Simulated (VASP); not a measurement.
MgO$_{2}$: geometry relaxation (part 2 of 4)

The same run, continued: MgO$_{2}$ (I4/mcm, 6 atoms in the cell); Kohn-Sham DFT of a periodic cell, PBEsol, VASP PAW PBE potentials, recommended, no spin polarisation (VASP 6.6.1); cutoff 600 eV, 8×8×8 k-mesh, Gaussian smearing of 0.02 eV. The structure was built on a prototype by a generator; it need not be a known phase.

Geometry of the input (Å; fractional positions):
```
-2.2358  2.2358  2.5899
2.2358  -2.2358  2.5899
2.2358  2.2358  -2.5899
Mg 0.2500  0.2500  0.0000
Mg 0.7500  0.7500  0.0000
O  0.1151  0.6151  0.7302
O  0.6151  0.8849  0.5000
O  0.8849  0.3849  0.2698
O  0.3849  0.1151  0.5000
```

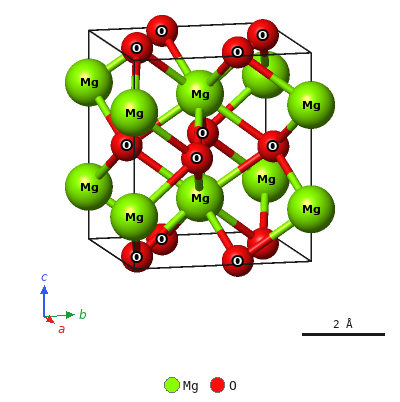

Fig. 1: The starting structure (ball-and-stick view of the cell 2 times as large as that of the calculation, set on its symmetry axes, seen slightly off an axis). An atom can appear more than once, as a periodic image.

### Parts of OUTCAR, continued
```
 KPOINTS: Automatic mesh

Automatic generation of k-mesh.
 Grid dimensions read from file:
 generate k-points for:    8    8    8

 Generating k-lattice:

  Cartesian coordinates                     Fractional coordinates (reciprocal lattice)
     0.000000000  0.027953744  0.024132103     0.125000000  0.000000000  0.000000000
     0.027953744  0.000000000  0.024132103     0.000000000  0.125000000  0.000000000
     0.027953744  0.027953744  0.000000000     0.000000000  0.000000000  0.125000000

  Length of vectors
     0.036929260  0.036929260  0.039532564

  Shift w.r.t. Gamma in fractional coordinates (k-lattice)
     0.000000000  0.000000000  0.000000000

 Subroutine IBZKPT returns following result:
 ===========================================

 Found     59 irreducible k-points:

 Following reciprocal coordinates:
            Coordinates               Weight
  0.000000  0.000000  0.000000      1.000000
  0.125000 -0.000000  0.000000      8.000000
  0.250000 -0.000000  0.000000      8.000000
  0.375000 -0.000000  0.000000      8.000000
  0.500000 -0.000000  0.000000      4.000000
  0.125000  0.125000  0.000000      8.000000
  0.250000  0.125000  0.000000     16.000000
  0.375000  0.125000  0.000000     16.000000
  0.500000  0.125000  0.000000     16.000000
 -0.375000  0.125000 -0.000000     16.000000
 -0.250000  0.125000 -0.000000     16.000000
 -0.125000  0.125000  0.000000      4.000000
  0.250000  0.250000  0.000000      8.000000
  0.375000  0.250000  0.000000     16.000000
  0.500000  0.250000  0.000000     16.000000
 -0.375000  0.250000 -0.000000     16.000000
 -0.250000  0.250000  0.000000      4.000000
  0.375000  0.375000  0.000000      8.000000
  0.500000  0.375000  0.000000     16.000000
 -0.375000  0.375000  0.000000      4.000000
  0.500000  0.500000  0.000000      2.000000
  0.125000  0.125000  0.125000      8.000000
  0.250000  0.125000  0.125000     16.000000
  0.375000  0.125000  0.125000      8.000000
 [... further k-points ...]
   k-points           NKPTS =     59   k-points in BZ     NKDIM =     59   number of bands    NBANDS=     18
   number of dos      NEDOS =    301   number of ions     NIONS =      6
   total plane-waves  NPLWV =  46656
   dimension x,y,z NGX =    36 NGY =   36 NGZ =   36
   dimension x,y,z NGXF=    72 NGYF=   72 NGZF=   72
   ions per type =               2   4
   NGX,Y,Z   is equivalent  to a cutoff of  14.64, 14.64, 14.64 a.u.
   NGXF,Y,Z  is equivalent  to a cutoff of  29.29, 29.29, 29.29 a.u.
 SYSTEM =  unknown system
   PREC   = accura    normal or accurate (medium, high low for compatibility)
   ISTART =      0    job   : 0-new  1-cont  2-samecut
   ICHARG =      2    charge: 1-file 2-atom 10-const
   ISPIN  =      1    spin polarized calculation?
   LNONCOLLINEAR =      F non collinear calculations
   LSORBIT =      F    spin-orbit coupling
   LASPH  =      T    aspherical Exc in radial PAW
   ENCUT  =  600.0 eV  44.10 Ry    6.64 a.u.   8.16  8.16  8.16*2*pi/ulx,y,z
   NELM   =    100;   NELMIN=  2; NELMDL= -5     # of ELM steps
   EDIFF  = 0.1E-05   stopping-criterion for ELM
   LREAL  =      F    real-space projection
   EDIFFG = -.2E-02   stopping-criterion for IOM
   NSW    =    100    number of steps for IOM
   IBRION =      2    ionic relax: 0-MD 1-quasi-New 2-CG
   NFREE  =      1    steps in history (QN), initial steepest desc. (CG)
   ISIF   =      3    stress and relaxation
   ISYM   =      2    0-nonsym 1-usesym 2-fastsym
   POTIM  = 0.5000    time-step for ionic-motion
   TEBEG  =    0.0;   TEEND  =   0.0 temperature during run
   PSTRESS= 1300.0 pullay stress
   NELECT =      28.0000    total number of electrons
   NUPDOWN=      -1.0000    fix difference up-down
   EMIN   =  10.00;   EMAX   =-10.00  energy-range for DOS
   EFERMI =   0.00;   METHOD = LEGACY
   ISMEAR =     0;   SIGMA  =   0.02  broadening in eV -4-tet -1-fermi 0-gaus
   EFERMI_NEDOS =   21; number of points for ismear=-14 and -15
   IALGO  =     38    algorithm
   IMIX   =      4    mixing-type and parameters
     AMIX     =   0.40;   BMIX     =  1.00
     AMIX_MAG =   1.60;   BMIX_MAG =  1.00
  volume/ion in A,a.u.               =       8.63        58.25
  Fermi-wavevector in a.u.,A,eV,Ry     =   1.333683  2.520295 24.200816  1.778710
  Thomas-Fermi vector in A             =   2.462522
   LORBIT       =      0    0 simple, 1 ext, 2 COOP (PROOUT), +10 PAW based schemes
   GGA     = PS    functional components
   LHFCALC =     F    Hartree Fock is set to
   AEXX    =    0.0000 exact exchange contribution
   IVDW    =     0    specifies the selected vdW correction
   LEPSILON=     F    determine dielectric tensor
   LRPA    =     F    only Hartree local field effects (RPA)
 conjugate gradient relaxation of ions
 non-spin polarized calculation
 Gauss-broadening in eV      SIGMA  =   0.02
  energy-cutoff  :      600.00
  volume of cell :       51.79
 maximum number of plane-waves:      1748
 NGX is ok and might be reduce to    36
   NGX = 17   NGY = 17   NGZ = 17

--------------------------------------- Ionic step        1  -------------------------------------------

 number of electron      27.9999999 magnetization

 Free energy of the ion-electron system (eV)
  ---------------------------------------------------
  ext. energy  EPLUGINS =         0.00000000
  ---------------------------------------------------
  free energy    TOTEN  =       -33.56365486 eV

  energy without entropy =      -33.56365486  energy(sigma->0) =      -33.56365486

------------------------ aborting loop because EDIFF is reached ----------------------------------------

  FORCE on cell =-STRESS in cart. coord.  units (eV):
  Direction    XX          YY          ZZ          XY          YZ          ZX
  --------------------------------------------------------------------------------------
  -------------------------------------------------------------------------------------
  Total       -2.5919536     -2.5919536      4.3723414      0.0000000      0.0000000      0.0000000
  in kB      -80.1886542    -80.1886542    135.2694599      0.0000000      0.0000000      0.0000000
  external PRESSURE =   -1308.3692829 kB  Pullay stress =    1300.0000000 kB

 VOLUME and BASIS-vectors are now :
 -----------------------------------------------------------------------------
  energy-cutoff  :      600.00
  volume of cell :       51.79
      direct lattice vectors                 reciprocal lattice vectors
    -2.235836430  2.235836430  2.589911000     0.000000000  0.223629955  0.193056827
     2.235836430 -2.235836430  2.589911000     0.223629955  0.000000000  0.193056827
     2.235836430  2.235836430 -2.589911000     0.223629955  0.223629955  0.000000000

 POSITION                                       TOTAL-FORCE (eV/Angst)
 -----------------------------------------------------------------------------------
      0.00000      0.00000      1.29496        -0.000000      0.000000     -0.000000
      0.00000      0.00000      3.88487        -0.000000      0.000000     -0.000000
      2.75053      0.51469     -0.00000         0.619968      0.619968      0.000000
      1.72115      0.51469      2.58991        -0.619968      0.619968     -0.000000
     -0.51469      1.72115      2.58991        -0.619968     -0.619968     -0.000000
      0.51469      1.72115      0.00000         0.619968     -0.619968     -0.000000
 -----------------------------------------------------------------------------------
    total drift:                                0.000000      0.000000     -0.000000

  FREE ENERGIE OF THE ION-ELECTRON SYSTEM (eV)
  ---------------------------------------------------
  free  energy   TOTEN  =       -33.5636548571 eV

  energy  without entropy=      -33.5636548571  energy(sigma->0) =      -33.56365486

  enthalpy is  TOTEN    =         8.4565008812 eV   P V=       42.0201557383

--------------------------------------- Ionic step        2  -------------------------------------------

 number of electron      28.0000000 magnetization

------------------------ aborting loop because EDIFF is reached ----------------------------------------

  FORCE on cell =-STRESS in cart. coord.  units (eV):
  Direction    XX          YY          ZZ          XY          YZ          ZX
  --------------------------------------------------------------------------------------
  -------------------------------------------------------------------------------------
  Total      287.4907333    287.4907333    199.7039193      0.0000000      0.0000000      0.0000000
  in kB    31015.0186126  31015.0186126  21544.4188556      0.0000000      0.0000000      0.0000000
  external PRESSURE =   26558.1520269 kB  Pullay stress =    1300.0000000 kB

 VOLUME and BASIS-vectors are now :
 -----------------------------------------------------------------------------
  energy-cutoff  :      600.00
  volume of cell :       14.85
      direct lattice vectors                 reciprocal lattice vectors
    -1.433839457  1.433839457  1.805931781     0.000000000  0.348714075  0.276865386
     1.433839457 -1.433839457  1.805931781     0.348714075  0.000000000  0.276865386
     1.433839457  1.433839457 -1.805931781     0.348714075  0.348714075  0.000000000

 POSITION                                       TOTAL-FORCE (eV/Angst)
 -----------------------------------------------------------------------------------
      1.43384      1.43384     -0.90297        -0.000000      0.000000      0.000000
      1.43384      1.43384      0.90297        -0.000000      0.000000      0.000000
      1.78309      0.34925      0.00000        20.389017     20.389017     -0.000000
      1.08459      0.34925      1.80593       -20.389017     20.389017     -0.000000
     -0.34925      1.08459      1.80593       -20.389017    -20.389017      0.000000
      0.34925      1.08459      0.00000        20.389017    -20.389017     -0.000000
 -----------------------------------------------------------------------------------
    total drift:                                0.000000      0.000000     -0.000000

  FREE ENERGIE OF THE ION-ELECTRON SYSTEM (eV)
  ---------------------------------------------------
  free  energy   TOTEN  =        75.3622226245 eV

  energy  without entropy=       75.3622226245  energy(sigma->0) =       75.36222262

  enthalpy is  TOTEN    =        87.4124476441 eV   P V=       12.0502250195

--------------------------------------- Ionic step        3  -------------------------------------------

 number of electron      27.9999997 magnetization

------------------------ aborting loop because EDIFF is reached ----------------------------------------

  FORCE on cell =-STRESS in cart. coord.  units (eV):
  Direction    XX          YY          ZZ          XY          YZ          ZX
  --------------------------------------------------------------------------------------
  -------------------------------------------------------------------------------------
  Total       18.9606990     18.9606990     16.1071901      0.0000000      0.0000000      0.0000000
  in kB      755.4531943    755.4531943    641.7605280      0.0000000      0.0000000      0.0000000
  external PRESSURE =    -582.4443611 kB  Pullay stress =    1300.0000000 kB

 VOLUME and BASIS-vectors are now :
 -----------------------------------------------------------------------------
  energy-cutoff  :      600.00
  volume of cell :       40.21
      direct lattice vectors                 reciprocal lattice vectors
    -2.045152274  2.045152274  2.403510775     0.000000000  0.244480573  0.208029024
     2.045152274 -2.045152274  2.403510775     0.244480573  0.000000000  0.208029024
     2.045152274  2.045152274 -2.403510775     0.244480573  0.244480573  0.000000000

 POSITION                                       TOTAL-FORCE (eV/Angst)
 -----------------------------------------------------------------------------------
      0.00000      0.00000      1.20176        -0.000000     -0.000000      0.000000
      0.00000      0.00000      3.60527        -0.000000     -0.000000      0.000000
      2.51079      0.46563     -0.00000         3.334467      3.334467     -0.000000
      1.57952      0.46563      2.40351        -3.334467      3.334467     -0.000000
     -0.46563      1.57952      2.40351        -3.334467     -3.334467      0.000000
      0.46563      1.57952      0.00000         3.334467     -3.334467     -0.000000
 -----------------------------------------------------------------------------------
    total drift:                                0.000000      0.000000     -0.000000

  FREE ENERGIE OF THE ION-ELECTRON SYSTEM (eV)
  ---------------------------------------------------
  free  energy   TOTEN  =       -31.4800903100 eV

  energy  without entropy=      -31.4800903100  energy(sigma->0) =      -31.48009031

  enthalpy is  TOTEN    =         1.1478856313 eV   P V=       32.6279759413

 E-fermi :  10.1583     XC(G=0): -13.9017     alpha+bet :-18.6075

 val. band max:        9.9584671304   @ k =   0.5000   0.5000   0.5000
 cond. band min:      14.1934459159   @ k =  -0.2500   0.2500   0.0000
 fundamental gap:      4.2349787855
 Fermi energy:        10.1582945123

 k-point     1 :       0.0000    0.0000    0.0000
  band No.  band energies     occupation
      1     -17.1348      2.00000
      2     -13.4723      2.00000
      3      -6.9043      2.00000
      4      -6.9043      2.00000
      5       0.0934      2.00000
      6       0.3470      2.00000
      7       1.2461      2.00000
      8       1.8947      2.00000
      9       1.8947      2.00000
     10       3.9648      2.00000
     11       4.8138      2.00000
     12       5.6070      2.00000
     13       5.6070      2.00000
     14       9.3159      2.00000
     15      15.7696      0.00000
     16      15.7696      0.00000
     17      18.8775      0.00000
     18      21.9474      0.00000

 k-point     2 :       0.1250   -0.0000    0.0000
  band No.  band energies     occupation
      1     -17.0004      2.00000
      2     -13.6261      2.00000
      3      -6.9339      2.00000
      4      -6.9173      2.00000
      5      -0.3730      2.00000
      6      -0.1306      2.00000
      7       1.2426      2.00000
      8       2.4648      2.00000
      9       2.4788      2.00000
     10       4.1606      2.00000
     11       4.5031      2.00000
     12       5.8222      2.00000
     13       5.8537      2.00000
     14       9.1465      2.00000
     15      15.5326      0.00000
     16      15.5616      0.00000
     17      19.3863      0.00000
     18      22.0464      0.00000

 k-point     3 :       0.2500   -0.0000    0.0000
  band No.  band energies     occupation
      1     -16.6165      2.00000
      2     -14.0495      2.00000
      3      -7.0051      2.00000
      4      -6.9665      2.00000
      5      -1.0356      2.00000
      6      -0.7963      2.00000
      7       1.2881      2.00000
      8       3.2978      2.00000
      9       3.3456      2.00000
     10       3.8829      2.00000
     11       4.8274      2.00000
     12       6.3272      2.00000
     13       6.4539      2.00000
     14       8.6346      2.00000
     15      15.0061      0.00000
     16      15.0460      0.00000
     17      20.6305      0.00000
     18      22.3264      0.00000

 k-point     4 :       0.3750   -0.0000    0.0000
  band No.  band energies     occupation
      1     -16.0393      2.00000
      2     -14.6573      2.00000
      3      -7.0730      2.00000
      4      -7.0412      2.00000
      5      -1.4468      2.00000
      6      -1.2864      2.00000
      7       1.5370      2.00000
      8       2.8042      2.00000
      9       4.0246      2.00000
     10       4.2447      2.00000
     11       5.8315      2.00000
     12       6.8645      2.00000
     13       7.0528      2.00000
     14       7.8599      2.00000
     15      14.5000      0.00000
     16      14.5090      0.00000
     17      21.6430      0.00000
     18      21.7898      0.00000

 k-point     5 :       0.5000   -0.0000    0.0000
  band No.  band energies     occupation
      1     -15.3535      2.00000
      2     -15.3535      2.00000
      3      -7.0896      2.00000
      4      -7.0896      2.00000
      5      -1.5233      2.00000
      6      -1.5233      2.00000
      7       2.0604      2.00000
      8       2.0604      2.00000
      9       4.4105      2.00000
     10       4.4105      2.00000
     11       6.7763      2.00000
     12       6.7763      2.00000
     13       7.3149      2.00000
     14       7.3149      2.00000
     15      14.2823      0.00000
     16      14.2823      0.00000
     17      21.5251      0.00000
     18      21.5251      0.00000

 [... the levels of 18 k-points are left out ...]

 k-point    24 :       0.3750    0.1250    0.1250
  band No.  band energies     occupation
      1     -15.2773      2.00000
      2     -15.2773      2.00000
      3      -7.6011      2.00000
      4      -7.6011      2.00000
      5      -0.4856      2.00000
      6      -0.4856      2.00000
      7       2.1409      2.00000
      8       2.1409      2.00000
      9       3.7567      2.00000
     10       3.7567      2.00000
     11       6.7442      2.00000
     12       6.7442      2.00000
     13       7.1372      2.00000
     14       7.1372      2.00000
     15      14.7888      0.00000
     16      14.7888      0.00000
     17      21.7455      0.00000
     18      21.7455      0.00000

 [... further k-points ...]

[... ionic steps 4 to 12 ...]
```
